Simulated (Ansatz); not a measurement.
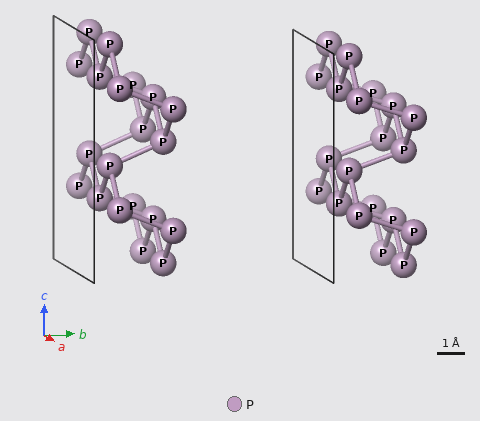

Two geometries of a crystal of P (set up in Pmna), drawn at one scale. One is the start of a relaxation, the other its converged end. A ball-and-stick model of the 2 × 2 repeat of the cell, outlined in the plane, without the vacuum, seen slightly off an axis.

Theory: DFT LDA, scalar-relativistic, plane waves, PAW (Ansatz 0.2.0). (plane-wave cutoff 420 eV; k-point mesh 8 × 1 × 6; occupations gaussian; smearing width 0.02 eV; no spin polarisation; cell and atoms relaxed; force threshold 0.005 eV/Å; at most 80 steps)

Q: Which geometry has the lower energy?

A: The right one is the relaxed one. The energy falls by 45.3 meV per cell of the calculation in 5 accepted moves (6 points after the start). The largest force component goes from 0.17 to 0.0011 eV/Å. The SCF was repeated once at an unchanged geometry on a basis and grid sized afresh for the cell, which shifted the energy by 0.9 meV per cell of the calculation at most. The largest moves relative to the cell and the layer's centre, 0.052 Å, are those of P atoms. In the plane the drawn cell goes a 6.567 → 6.544 Å (−0.4 %), c 9.264 → 8.737 Å (−5.7 %). Among the contacts that change: P–P 2.242 → 2.226 Å, P–P 2.199 → 2.203 Å. Among the angles between lasting bonds that change: P–P–P 104.7° → 102.3°. The space group stays Pmna (No. 53).
